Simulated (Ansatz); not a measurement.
Geometry relaxation, with input and output: GdN (part 1 of 2)

The run: geometry relaxation of GdN (P-6m2, 2 atoms in the cell). Method and program: DFT LDA+U, scalar-relativistic, plane waves, PAW, Ueff = 6 eV on Gd f, spin-polarised (Ansatz 0.2.0).

The structure was built on a prototype by a generator; it need not be a known phase. Figures and captions count atoms from 1; the log counts them from 0 in places.

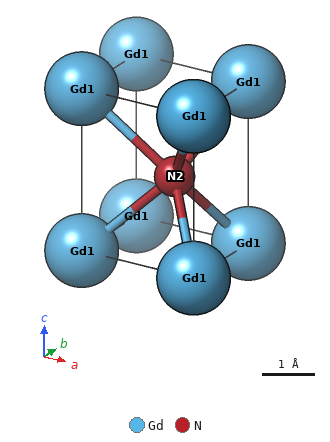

The starting structure (ball-and-stick view of the cell of the calculation, seen slightly off an axis; atoms are numbered from 1 in the order of the input). An atom can appear more than once, as a periodic image. Near neighbours in the periodic cell (some may lie outside the picture): Gd has 6 N at 2.50 Å; N has 6 Gd at 2.50 Å.

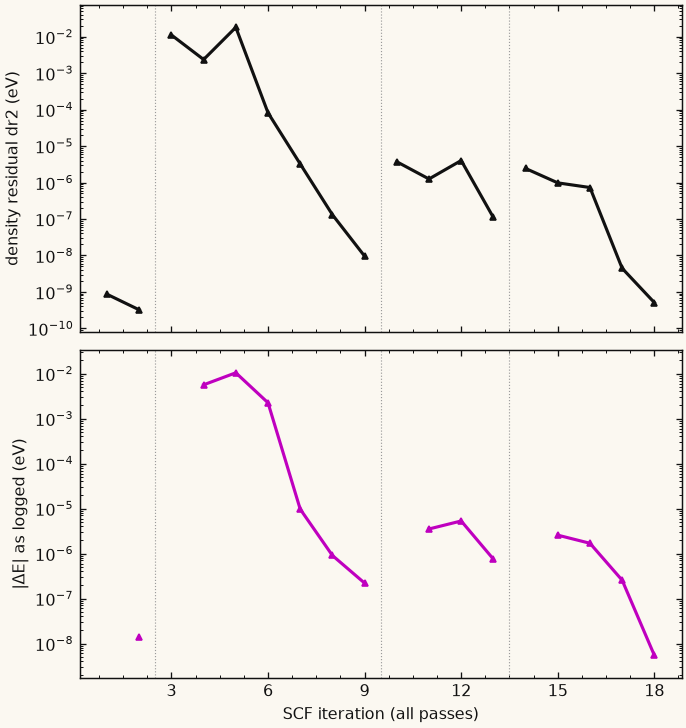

Convergence of the self-consistent field: density residual dr2 and size of the energy change against the SCF iteration. The dotted lines part the SCF passes of the relaxation: geometry steps, rejected trials and re-solves on a re-selected basis. The passes take 2, 7, 4 and 5 iterations.

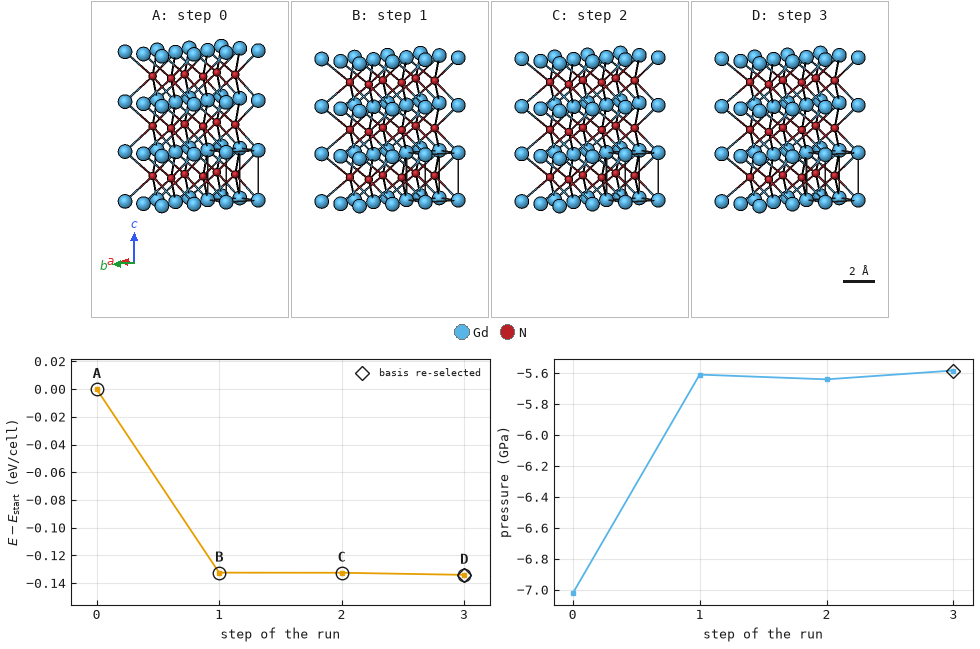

Frames of the relaxation (ball-and-stick view of the cell of the calculation, repeated 2 × 3 × 3, seen at an oblique angle) above the curves, on which the letters mark them (the first geometry is step 0 here and step 1 in the log).

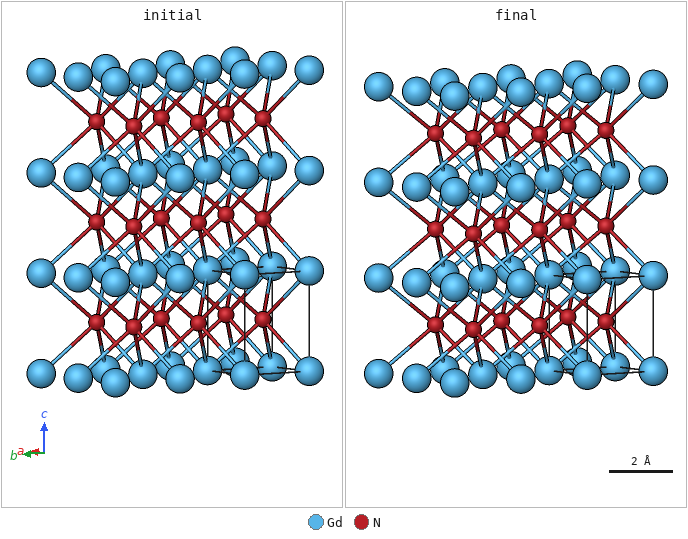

Before (left) and after (right) the relaxation, at one scale (ball-and-stick view of the cell of the calculation, repeated 2 × 3 × 3, seen at an oblique angle). The atoms keep their places relative to the cell (all moves are under 0.005 Å). The drawn cell changes at constant volume: a = b 3.304 → 3.385 Å (+2.4 %), c 3.225 → 3.073 Å (−4.7 %). Among the contacts that change: Gd1–N2 2.498 → 2.486 Å. Among the angles that change: N2–Gd1–N2 80.4° → 76.4°, Gd1–N2–Gd1 80.4° → 76.4°, Gd1–N2–Gd1 82.8° → 85.8°. The space group stays P-6m2 (No. 187). Over 2 geometry steps the energy falls by 0.133 eV per cell of the calculation. All forces vanish by symmetry, so only the cell relaxes. Pressure: −7.02 GPa at the start and −5.58 GPa at the end. A last SCF at the same geometry on a re-selected plane-wave basis shifts the energy by −1.5 meV per cell of the calculation. (Atoms are counted from 1 in the order of the input.)

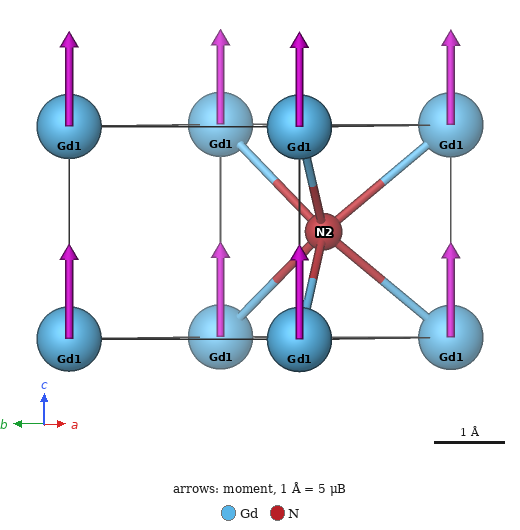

Magnetic moments of the sites as pink arrows (ball-and-stick view of the cell of the calculation, seen at an oblique angle; atoms are numbered from 1 in the order of the input); small moments hardly show. The run is collinear, so the axis drawn is arbitrary. Site moments: Gd1 (6.93 μB); N2 (−0.11 μB). They are counted near the atoms and needn't add up to the moment of the cell.

These pictures come from the run below.

## Input
```yaml
crystal:
  lattice:
    - [3.3044723029, 0.0, 0.0]
    - [-1.6522361515, 2.8617569604, 0.0]
    - [0.0, 0.0, 3.2250012505]
  atoms:
    - { symbol: Gd, position: [0.0, 0.0, 0.0], spin: 7.62 }
    - { symbol: "N", position: [0.6666666667, 0.3333333333, 0.5] }
basis:
  ecutwfc: 420
  ecutrho_ratio: 4
kpoints:
  mp_grid: { grid: [10, 10, 10] }
hamiltonian:
  xc: lda
  hubbard: { sites: [{ species: Gd, l: f, u_eff: 6.0 }] }
scf:
  occupations: { method: gaussian, width: 0.05 }
  lower_state_search: "off"
output:
  forces: true
  stress: true
  eigenvalues: true
  populations: true
magnetization:
  spin_polarized: true
relax:
  f_tol: 0.04
  max_steps: 40
  cell: { stress_tol: 0.4, fix: [volume] }
checkpoint:
  read: start.run
  write: ck
  compress: false
  write_wavefunctions: false
  write_every: 100000
```

Command:
```bash
ansatz run input.yaml --threads 4 --pin off --max-ram 9216MiB --backend cpu --events-out ev --progress --plain --runs-dir out
```

## The program's output
```
Warning: checkpoint.read: spin seed differs: saved 54960c892702…, current 52b5a697fed5…; the loaded state replaces the seed-built initial guess (but the starting_ns of a DFT+U solve that opens without the state's occupation matrices), so the run may converge into the producing seed's basin, or, where the symmetry group that follows from this deck's starting moments and starting_ns does not hold the saved magnetisation, lose that magnetisation at its first build. Where atoms have moved since the state was saved, this difference can also decide whether moments are moved with them. A self-consistent run of this deck without the state starts from its starting moments and, under a DFT+U term, its starting_ns
Gd: projections on atomic orbitals take those of the free atom [Kr 4d10] 4f7 5s2 5p6 5d1 6s2, of charge +0.00 (hamiltonian.pseudopotentials.projection_atoms); the dataset's partial waves leave at most 2.5e-4 of an orbital's norm unspanned inside its sphere
N: projections on atomic orbitals take those of the free atom [He] 2s2 2p3, of charge +0.00 (hamiltonian.pseudopotentials.projection_atoms); the dataset's partial waves leave at most 9.3e-9 of an orbital's norm unspanned inside its sphere
Engine: ansatz 0.2.0, aarch64-unknown-linux-gnu
Pseudopotentials: kind: paw
Pseudopotential: Gd, paw, valence charge 18, recommended cutoff 420 eV (normal), Gd.paw.azcp
Pseudopotential: N, paw, valence charge 5, recommended cutoff 420 eV (normal), N.paw.azcp
Functional definition: SPW92
  exchange = slater_x
  correlation = pw_c
Crystal: 2 atoms, lattice volume = 30.498 Å³
Basis set: ecut = 420 eV, 611 PW (Γ)
Bands: 20, of which v1, the nominal top of the filled ones, is band 12 counted from 1 (11 counted from 0)
Symmetry: 12 space group operations
Space group: P-6m2 (ITA 187), of the structure as read, at distance tolerance 3.1e-5 Å
Magnetic group: BNS 187.209 (UNI 1439), of the structure as read, at distance tolerance 3.1e-5 Å
k-points: 84 of 1000 (time reversal used)
Non-local potential: Gd, projectors of the file, l = 0: 3, l = 1: 2, l = 2: 2, l = 3: 3
Non-local potential: N, projectors of the file, l = 0: 2, l = 1: 2, l = 2: 1
PAW form: soft (Blöchl's): semilocal exchange-correlation on the pseudo side does not see the compensation charge
PAW frozen core: Gd, regenerated for the run's functional, and the local potential with it (the file was generated under x = pbe(κ = 0.804, μ = 0.2195149727645171), c = pbe(β = 0.06672455060314922))
PAW frozen core: N, regenerated for the run's functional, and the local potential with it (the file was generated under x = pbe(κ = 0.804, μ = 0.2195149727645171), c = pbe(β = 0.06672455060314922))
PAW one-centre angular grid: Gd, 590 points (default); XC on 64 Gauss nodes
PAW one-centre angular grid: N, 110 points (default); XC on 64 Gauss nodes
Initial density: read from a saved state, or passed on in memory by an earlier SCF of this step, an earlier step, the calling program or the single point that the run made first
Stability of the state it starts from, as read at its close in the collinear treatment: not read negative (Ritz values of 1 − χ₀K, real part plus size of imaginary part, from 0.62 to 1.1, by its mixing steps under the symmetry group of the SCF that read it); its run was given moments
Starting moments: Σ|m| = 7.62 μB on 1 of 2 sites; this step starts from the density that it was given
Initial wavefunctions: pseudopotential atomic-orbital guess
Functional: x = slater, c = lda
iter 1 solved again at ethr=1.46e-8 eV; its pass at ethr=3.10e-3 eV (dr2=3.37e-6 eV) is discarded
SCF iter   1: F=—  HF=-9502.968439 eV  |F-HF|=—  |Δ(HF+E_count)|=         —  Δρ=2.33e-6 (↑2.33e-6 ↓1.87e-6)  dr2=8.61e-10  dr2_m=8.27e-10  M=7.000 μB ∫|m|=7.240 μB  β_m=0.30  ethr=1.46e-8  ⟨swp⟩=4.0  Hψ=26240  notcnv=0
preconditioner: auto → none  [metal: Δε(μ)=0.033 eV  Ē_g=14.893 eV  σ=0.050 eV  W_gap=0.35  n_scr=8 (ndim 8)  ℏωp=30.8 eV  f_vac=0.000  D(μ)=0.17/eV (n_scr^D=0)]
SCF iter   2: F=-9502.968439 eV  HF=-9502.968439 eV  |F-HF|=3.73e-10  |Δ(HF+E_count)|=   1.36e-8  Δρ=1.66e-6 (↑1.66e-6 ↓1.31e-6)  dr2=3.22e-10  dr2_m=4.35e-10  M=7.000 μB ∫|m|=7.240 μB  ethr=3.74e-12  ⟨swp⟩=6.4  Hψ=12434  notcnv=0
SCF 1 converged in 2 iterations: F = -9502.968439 eV  dr2 = 3.22e-10
  greatest PAW one-centre occupation: 0.998 electrons in one spin orbital (limit 2), on the Gd atom at site 0 (counted from 0), in its partial waves of l = 0
relax step   1: F+E_penalty+E_count = -9502.96843855 eV  Δ(F+E_penalty+E_count) = +0.000e0 eV  max|allowed force component| = 2.776e-17 eV/Å  Δτ_max = 0.0000 Å  P = -7.023 GPa  Ω = 30.498 Å³  fix = [volume]  reactions: volume -7.023 GPa  (2 SCF iters, dr2 threshold 1.00e-7 eV, accepted)
Basis set: ecut = 420 eV, 599 PW (Γ)
Initial density: handed on by an earlier stage of this run
Initial wavefunctions: those handed on with the density
iter 1 solved again at ethr=4.59e-5 eV; its pass at ethr=3.10e-3 eV (dr2=1.06e-2 eV) is discarded
```
